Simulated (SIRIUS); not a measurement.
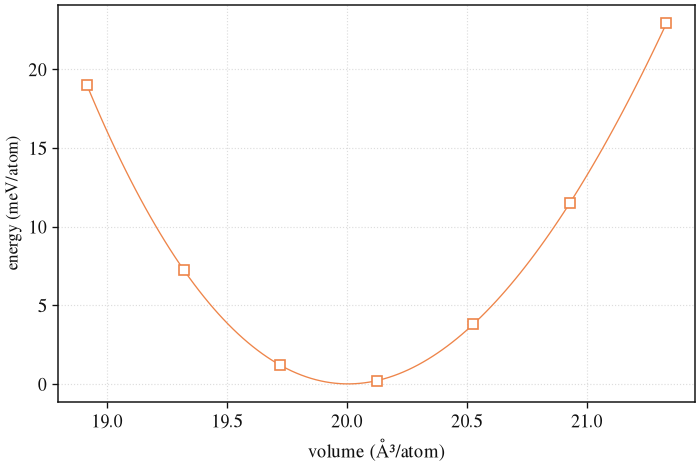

The picture above shows the energy against volume for Si, space group P6_3/mmc (No. 194).

Structure:
```cif
data_structure
_symmetry_space_group_name_H-M 'P 1'
_symmetry_Int_Tables_number 1
_cell_length_a 3.8313
_cell_length_b 3.8313
_cell_length_c 6.3326
_cell_angle_alpha 90.000
_cell_angle_beta 90.000
_cell_angle_gamma 120.000
_cell_volume 80.50
loop_
_atom_site_label
_atom_site_type_symbol
_atom_site_fract_x
_atom_site_fract_y
_atom_site_fract_z
_atom_site_occupancy
Si1 Si 0.66667 0.33333 0.93699 1
Si2 Si 0.33333 0.66667 0.43699 1
Si3 Si 0.66667 0.33333 0.56301 1
Si4 Si 0.33333 0.66667 0.06301 1
```

Method: plane-wave DFT, no spin polarisation; energies at scaled volumes of the given cell, shape and fractions fixed, counted from the fit's minimum, third-order Birch-Murnaghan fit (SIRIUS 7.12.0). Level: PBEsol.

k mesh 8×8×4; occupations Fermi–Dirac; smearing width 0.05 eV; potentials dojo sr pbesol 0.4.1 standard; wave cutoff 489.8 eV; density cutoff 1959 eV.

From this curve and the settings, what does the calculation give for the pressure at the same points?

The pressure falls from 5.85 GPa at volume 18.92 Å³/atom to −5.25 GPa at 21.33 Å³/atom, and changes sign near 20.01 Å³/atom.

```json
{"volume (Å³/atom)": "18.92", "pressure (GPa)": "5.85"}
{"volume (Å³/atom)": "19.32", "pressure (GPa)": "3.48"}
{"volume (Å³/atom)": "19.72", "pressure (GPa)": "1.35"}
{"volume (Å³/atom)": "20.13", "pressure (GPa)": "-0.57"}
{"volume (Å³/atom)": "20.53", "pressure (GPa)": "-2.30"}
{"volume (Å³/atom)": "20.93", "pressure (GPa)": "-3.85"}
{"volume (Å³/atom)": "21.33", "pressure (GPa)": "-5.25"}
```

Note: shape and atomic fractions are frozen while scaling, which makes layered, chain and framework solids too stiff.
